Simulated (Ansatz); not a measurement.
## GW calculation, with input and output: MgTe

- system: MgTe (P6₃mc, 4 atoms in the cell)
- method: G0W0 on PBE, plane waves, PAW, no spin polarisation (Ansatz 0.2.0)

The structure was built on a prototype by a generator. The geometry comes from this level: r2SCAN. It belongs to a series of runs on one base structure; here: bands and screening cutoff. Figures and captions count atoms from 1; the log counts them from 0 in places.

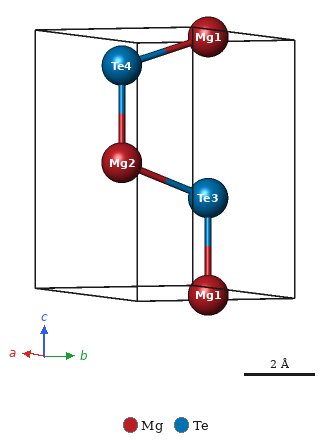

**Figure 1.** The input geometry (ball-and-stick view of the cell of the calculation, seen at an oblique angle; atoms are numbered from 1 in the order of the input). Near neighbours in the crystal (not all of them lie inside the picture): Mg has 4 Te at 2.80 Å; Te has 4 Mg at 2.80 Å.

### Summary

- outcome: converged
- space group (tolerance 0.01 Å): P6₃mc (186)
- electrons treated: 52
- free energy: −17811.0442 eV
- Fermi energy: 4.305 eV
- gap on the k-point mesh: 2.46 eV
- quasiparticle gap on the mesh: 3.68 eV
- hardware: 2 threads of Arm Neoverse V2, 24 GiB of memory available, shared host
- wall time: 20 min (CPU time 39 min)
- peak memory: 2 GiB

### Notes

The GW levels are not extrapolated in basis or mesh.

### Input file
```yaml
crystal:
  lattice:
    - [4.5776356441, 0.0, 0.0]
    - [-2.288817822, 3.964348757, 0.0]
    - [0.0, 0.0, 7.4550892685]
  atoms:
    - { symbol: Mg, position: [0.3333333333, 0.6666666667, -0.0006080514] }
    - { symbol: Mg, position: [0.6666666667, 0.3333333333, 0.4993919486] }
    - { symbol: Te, position: [0.3333333333, 0.6666666667, 0.3756080514] }
    - { symbol: Te, position: [0.6666666667, 0.3333333333, 0.8756080514] }
kpoints:
  mp_grid: { grid: [6, 6, 2] }
hamiltonian:
  xc: pbe
scf:
  occupations: { method: fixed }
gw:
  n_empty_bands: 508
  ecut_chi: 140
  qp_bands: [v2, c2]
  qp_kpoints: band_edges
  screening: { model: contour_deformation }
```

Launched with:
```bash
ansatz run input.yaml --threads 2 --pin off --max-ram 3686MiB --backend cpu --events-out ev --progress --plain --runs-dir out
```

### What the program printed
```
Engine: ansatz 0.2.0, aarch64-unknown-linux-gnu
Pseudopotentials: kind: paw
Pseudopotential: Mg, paw, valence charge 10, recommended cutoff 420 eV (normal), Mg.paw.azcp
Pseudopotential: Te, paw, valence charge 16, recommended cutoff 420 eV (normal), Te.paw.azcp
Functional definition: PBE
  parameter kappa = 0.804
  parameter beta = 0.06672455060314922
  exchange = pbe_x(kappa = kappa, mu = beta*pi^2/3)
  correlation = pbe_c(beta = beta)
Crystal: 4 atoms, lattice volume = 135.290 Å³
Basis set: ecut = 420 eV, 2647 PW (Γ)
Bands: 32, of which v1, the nominal top of the filled ones, is band 26 counted from 1 (25 counted from 0)
Symmetry: 12 space group operations
Space group: P63mc (ITA 186), of the structure as read, at distance tolerance 5.1e-5 Å
k-points: 14 of 72
Non-local potential: Mg, projectors of the file, l = 0: 3, l = 1: 2, l = 2: 1
Non-local potential: Te, projectors of the file, l = 0: 2, l = 1: 2, l = 2: 2, l = 3: 2
PAW form: soft (Blöchl's): semilocal exchange-correlation on the pseudo side does not see the compensation charge
PAW one-centre angular grid: Mg, 110 points (default); XC on 64 Gauss nodes
PAW one-centre angular grid: Te, 590 points (default); XC on 64 Gauss nodes
Initial density: superposition of atomic densities (neutral atoms: chi_scale 0, normalization atom), corrected by the library's trained network
Initial wavefunctions: pseudopotential atomic-orbital guess
Functional: x = pbe(κ = 0.804, μ = 0.2195149727645171), c = pbe(β = 0.06672455060314922)
SCF iter   1: F=—  HF=-17811.046525 eV  |F-HF|=—  |Δ(HF+E_count)|=         —  Δρ=8.24e-4  dr2=1.91e-3  ethr=1.77e-3  ⟨swp⟩=5.0  Hψ=1726  notcnv=0  defer=53
preconditioner: auto → Resta (q_TF=auto, 2.326 Å⁻¹)  ε∞=3.2  [insulator: Δε(μ)=2.450 eV  Ē_g=8.580 eV  n_scr=34 (ndim 8)  ℏωp=12.8 eV  f_vac=0.110  ε∞_Penn≈3.2]
SCF iter   2: F=—  HF=-17811.044283 eV  |F-HF|=—  |Δ(HF+E_count)|=   2.24e-3  Δρ=4.97e-4  dr2=7.36e-4  ethr=3.67e-6  ⟨swp⟩=2.5  Hψ=849  notcnv=0  defer=55
SCF iter   3: F=—  HF=-17811.044221 eV  |F-HF|=—  |Δ(HF+E_count)|=   6.26e-5  Δρ=2.34e-4  dr2=6.30e-5  ethr=1.42e-6  ⟨swp⟩=2.9  Hψ=806  notcnv=0  defer=55
SCF iter   4: F=—  HF=-17811.044178 eV  |F-HF|=—  |Δ(HF+E_count)|=   4.32e-5  Δρ=9.44e-5  dr2=1.29e-5  ethr=1.21e-7  ⟨swp⟩=2.0  Hψ=789  notcnv=0  defer=48
SCF iter   5: F=—  HF=-17811.044180 eV  |F-HF|=—  |Δ(HF+E_count)|=   2.34e-6  Δρ=2.15e-5  dr2=7.81e-7  ethr=2.47e-8  ⟨swp⟩=2.0  Hψ=789  notcnv=0  defer=53
SCF iter   6: F=-17811.044181 eV  HF=-17811.044181 eV  |F-HF|=7.77e-9  |Δ(HF+E_count)|=   5.09e-7  Δρ=6.04e-6  dr2=5.50e-8  ethr=1.92e-10  ⟨swp⟩=9.1  Hψ=2448  notcnv=0
SCF 1 converged in 6 iterations: F = -17811.044181 eV  dr2 = 5.50e-8
  greatest PAW one-centre occupation: 1.000 electrons in one spin orbital (limit 2), on the Mg atom at site 1 (counted from 0), in its partial waves of l = 0
```

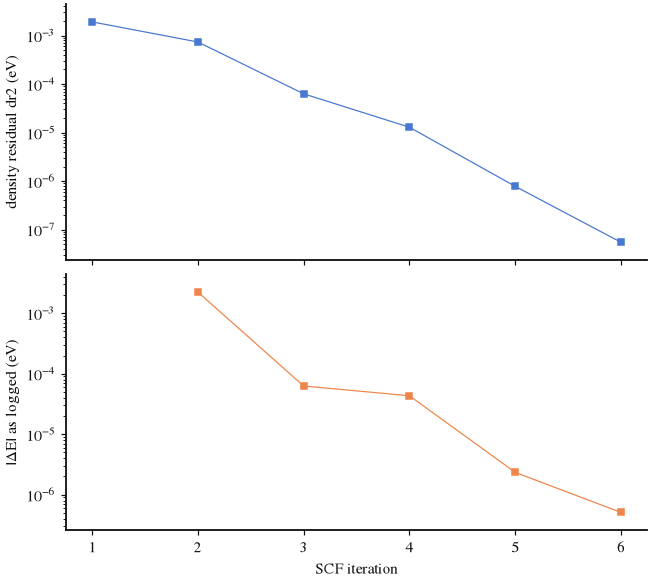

**Figure 2.** Convergence of the self-consistent field: density residual dr2 and size of the energy change against the SCF iteration. The residual falls at every step.

```
NSCF: frozen V_eff on 14 k-points
G₀W₀ screening: q 1/14
G₀W₀ screening: q 2/14 (q-point 11)
G₀W₀ screening: q 3/14 (q-point 12)
G₀W₀ screening: q 4/14 (q-point 3)
G₀W₀ screening: q 5/14 (q-point 4)
G₀W₀ screening: q 6/14 (q-point 5)
G₀W₀ screening: q 7/14 (q-point 6)
G₀W₀ screening: q 8/14 (q-point 9)
G₀W₀ screening: q 9/14 (q-point 10)
G₀W₀ screening: q 10/14 (q-point 7)
G₀W₀ screening: q 11/14 (q-point 8)
G₀W₀ screening: q 12/14 (q-point 13)
G₀W₀ screening: q 13/14 (q-point 14)
G₀W₀ screening: q 14/14 (q-point 2)
G₀W₀ self-energy: k 1/12
G₀W₀ self-energy: k 2/12
G₀W₀ self-energy: k 3/12
G₀W₀ self-energy: k 4/12
G₀W₀ self-energy: k 5/12
G₀W₀ self-energy: k 6/12
G₀W₀ self-energy: k 7/12
G₀W₀ self-energy: k 8/12
G₀W₀ self-energy: k 9/12
G₀W₀ self-energy: k 10/12
G₀W₀ self-energy: k 11/12
G₀W₀ self-energy: k 12/12
SCF converged after 6 iterations
Free energy (F): -17811.044181 eV
Harris-Foulkes:  -17811.044181 eV  (|F-HF|=7.77e-9)
Internal energy: -17811.044181 eV  (E = F + TS)
E sigma→0 (E₀):  -17811.044181 eV
Fermi energy:    4.304886 eV
--- Per-component energies (eV) ---
  E_band       = -1337.264678
  E_kinetic    = 512.666326
  E_local      = -6637.286321  (includes V_loc(G=0)·N_el)
  E_nonlocal   = -428.226925
  E_hartree    = 3159.164312
  E_xc         = -306.447910
  E_vxc        = -282.981086  (∫ρ·V_xc dr)
  E_paw        = -9911.609997  (= ΣΔE_a)
  E_vpaw       = -819.782883  (= ΣTr[D̂ρ^β])
  E_aug_tail   = -0.000355  (compensation charges beyond the density's cutoff)
  E_ewald      = -4199.303311
  E_smearing   = -0.000000  (= −TS)
  E_closure    = 0.000000  (closes the sum)
  Σ components = -17811.044181   (vs F -17811.044181, Δ=0.00e0)
--- Band table (eV; the first three rows and the last of 14) ---
  k-point 0: bands = ["-70.8066", "-70.8066", "-37.5616", "-37.5615", "-37.5607", "-37.5607", "-37.5607", "-37.5607", "-30.7832", "-30.7829", "-30.7826", "-30.7826", "-30.7825", "-30.7825", "-30.7750", "-30.7750", "-30.7746", "-30.7746", "-5.8986", "-5.3027", "1.0881", "3.8259", "3.8259", "4.3016", "4.3016", "4.3049", "6.7665", "7.2951", "9.6047", "9.6047", "9.9641", "10.5705"]
  k-point 1: bands = ["-70.8066", "-70.8066", "-37.5616", "-37.5616", "-37.5607", "-37.5607", "-37.5607", "-37.5607", "-30.7830", "-30.7830", "-30.7826", "-30.7826", "-30.7826", "-30.7826", "-30.7748", "-30.7748", "-30.7748", "-30.7748", "-5.6259", "-5.6259", "2.3219", "2.3219", "4.0508", "4.0508", "4.0508", "4.0508", "7.7684", "7.7684", "9.8595", "9.8595", "9.8595", "9.8595"]
  k-point 2: bands = ["-70.8066", "-70.8066", "-37.5616", "-37.5615", "-37.5607", "-37.5607", "-37.5607", "-37.5607", "-30.7831", "-30.7829", "-30.7827", "-30.7826", "-30.7825", "-30.7825", "-30.7750", "-30.7749", "-30.7746", "-30.7745", "-5.7835", "-5.2406", "1.2566", "2.9855", "3.3755", "3.5982", "4.1772", "4.2001", "7.6691", "8.0188", "9.3298", "9.9027", "9.9586", "10.5240"]
  k-point 13: bands = ["-70.8066", "-70.8066", "-37.5615", "-37.5615", "-37.5608", "-37.5608", "-37.5607", "-37.5607", "-30.7830", "-30.7830", "-30.7825", "-30.7825", "-30.7824", "-30.7824", "-30.7747", "-30.7747", "-30.7747", "-30.7747", "-5.1585", "-5.1585", "1.3809", "1.3809", "2.3995", "2.3995", "3.6898", "3.6898", "8.2003", "8.2003", "9.4586", "9.4586", "10.8854", "10.8854"]
--- G₀W₀: contour deformation, 7 samples at zero and on the imaginary axis and 1 off it, 72 q-points, 508 empty bands' worth ---
  eigenvalues of the whole cell's RPA ε∞ on this k-mesh (on a slab, of 1 + 4πα/V) = 5.1257, 5.1257, 5.1591; static W/v taken at q = 0 is 0.194390
  bands read: the sum over 534 bands ends inside a degenerate multiplet in 1 slot, whose members it reads at an even weight; the widest, k=1: bands 533 to 536 (counted from 1) at 2/4 each
  gw.qp_kpoints: band_edges: 12 of 14 stored k-points solved, in 1 pass; an edge of the gap read off the rows below is read off those points alone
    valence top: of the k-points left out ik 9 came nearest to being solved in a further pass, in band 25 (counted from 1, as in the quasiparticle table): it holds the edge there only if its correction is more favourable than any solved in that band by at least 0.767 eV; those differ by 0.076 eV
    conduction bottom: of the k-points left out ik 10 came nearest to being solved in a further pass, in band 27 (counted from 1, as in the quasiparticle table): it holds the edge there only if its correction is more favourable than any solved in that band by at least 1.324 eV; those differ by 0.276 eV
    ik  band        ε_KS         Σx   Σc(E_QP)       V_xc       Z   E_QP_lin       E_QP  E_QP is
     0    25      4.3016   -15.6780     1.2089   -13.4956  0.7703     3.3133     3.3282  root
     0    26      4.3049   -15.7648     1.2863   -13.4946  0.7686     3.3053     3.3211  root
     0    27      6.7665    -7.0151    -3.5024   -10.7570  0.7997     7.0067     7.0060  root
     0    28      7.2951    -6.0472    -3.4941    -9.7910  0.7946     7.5456     7.5448  root
     1    25      4.0508   -15.5663     1.3189   -13.2524  0.7675     3.0394     3.0559  root
     1    26      4.0508   -15.5663     1.3189   -13.2524  0.7675     3.0394     3.0559  root
     1    27      7.7684    -6.4607    -3.6197   -10.3550  0.7921     8.0440     8.0430  root
     1    28      7.7684    -6.4607    -3.6197   -10.3550  0.7921     8.0440     8.0430  root
     2    25      4.1772   -15.6595     1.3187   -13.3509  0.7674     3.1710     3.1874  root
     2    26      4.2001   -15.6610     1.2585   -13.4204  0.7690     3.2024     3.2180  root
     2    27      7.6691    -7.4652    -3.6164   -11.3437  0.7914     7.9321     7.9312  root
     2    28      8.0188    -6.0986    -3.6134    -9.9687  0.7887     8.2765     8.2756  root
     3    25      3.8744   -15.4155     1.3812   -13.0290  0.7655     2.8517     2.8691  root
     3    26      3.8744   -15.4155     1.3812   -13.0290  0.7655     2.8517     2.8691  root
     3    27      8.3969    -6.1274    -3.7416   -10.1484  0.7864     8.6774     8.6762  root
     3    28      8.3969    -6.1274    -3.7416   -10.1484  0.7864     8.6774     8.6762  root
     4    25      3.7481   -15.2008     1.4301   -12.7635  0.7635     2.7228     2.7410  root
     4    26      3.9769   -15.5659     1.3609   -13.2053  0.7662     2.9602     2.9773  root
     4    27      7.7322    -4.9996    -3.4629    -8.6442  0.7940     7.9142     7.9138  root
     4    28      8.2488    -6.3894    -3.7310   -10.4101  0.7882     8.5396     8.5384  root
     5    25      3.5724   -15.2393     1.5021   -12.7124  0.7617     2.5282     2.5476  root
     5    26      3.5724   -15.2393     1.5021   -12.7124  0.7617     2.5282     2.5476  root
     5    27      7.8369    -5.1845    -3.5206    -8.8858  0.7932     8.0180     8.0176  root
     5    28      7.8369    -5.1845    -3.5206    -8.8858  0.7932     8.0180     8.0176  root
     6    25      3.3226   -14.7042     1.5524   -12.1280  0.7592     2.2785     2.2988  root
     6    26      3.8683   -15.5226     1.4089   -13.1058  0.7648     2.8426     2.8604  root
     6    27      7.4926    -4.8544    -3.3897    -8.4022  0.7963     7.6510     7.6507  root
     6    28      8.1894    -5.6070    -3.6522    -9.4981  0.7905     8.4290     8.4282  root
     7    25      3.4400   -15.1846     1.5572   -12.5940  0.7600     2.3863     2.4066  root
     7    26      3.4400   -15.1846     1.5572   -12.5940  0.7600     2.3863     2.4066  root
     7    27      7.5429    -5.1877    -3.4537    -8.8050  0.7953     7.7068     7.7065  root
     7    28      7.5429    -5.1877    -3.4537    -8.8050  0.7953     7.7068     7.7065  root
     8    25      3.8057   -15.2905     1.4024   -12.8816  0.7646     2.7813     2.7992  root
     8    26      3.9048   -15.4052     1.3927   -13.0097  0.7649     2.8845     2.9021  root
     8    27      8.5430    -7.3945    -3.8709   -11.6083  0.7818     8.8877     8.8858  root
     8    28      8.7566    -5.7434    -3.7926    -9.8056  0.7815     9.0274     9.0263  root
    11    25      3.5963   -15.3087     1.5154   -12.7718  0.7612     2.5555     2.5748  root
    11    26      3.5963   -15.3087     1.5154   -12.7718  0.7612     2.5555     2.5748  root
    11    27      8.0489    -5.3759    -3.5932    -9.1742  0.7905     8.2547     8.2541  root
    11    28      8.0489    -5.3759    -3.5932    -9.1742  0.7905     8.2547     8.2541  root
    12    25      2.9175   -14.6972     1.7512   -11.8964  0.7524     1.8436     1.8678  root
    12    26      2.9577   -14.7816     1.7808   -11.9397  0.7522     1.8717     1.8966  root
    12    27      7.8675    -3.7655    -3.4051    -7.2376  0.7970     7.9345     7.9345  root
    12    28      9.9982    -7.5994    -4.2359   -12.2613  0.7614    10.4282    10.4243  root
    13    25      3.6898   -15.4680     1.4992   -12.9486  0.7619     2.6507     2.6697  root
    13    26      3.6898   -15.4680     1.4992   -12.9486  0.7619     2.6507     2.6697  root
    13    27      8.2003    -5.3117    -3.6897    -9.2592  0.7884     8.4591     8.4581  root
    13    28      8.2003    -5.3117    -3.6897    -9.2592  0.7884     8.4591     8.4581  root
```

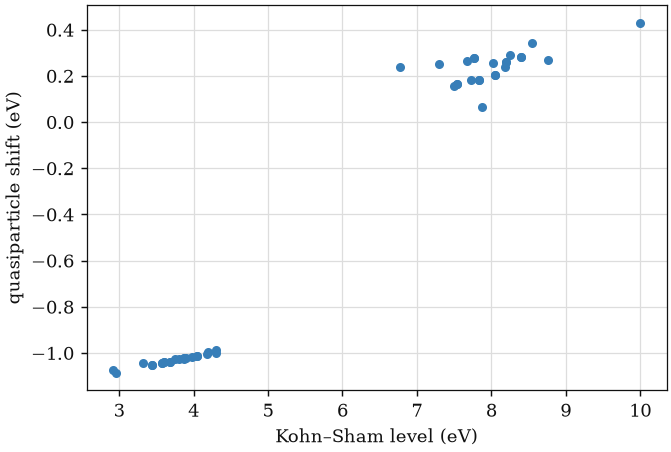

**Figure 3.** Quasiparticle corrections (linearised) against the Kohn–Sham levels, for the bands and k-points computed. On this mesh the gap goes from 2.46 to 3.68 eV.

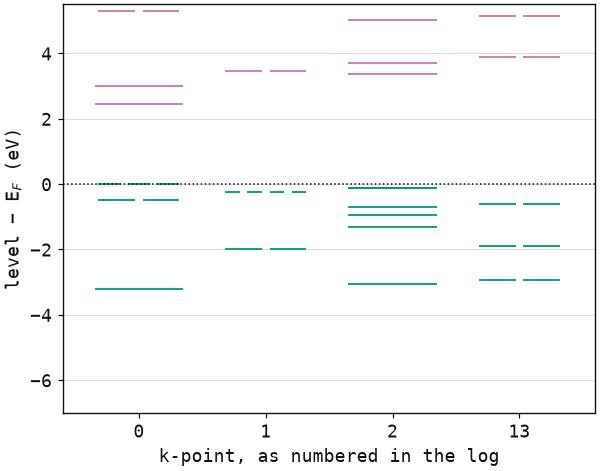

**Figure 4.** Kohn–Sham levels near the Fermi level (dotted) at the few k-points that the log prints; levels within 0.02 eV of each other stand side by side. Among these points the highest filled and lowest empty levels are 2.46 eV apart, which is the gap on the mesh.
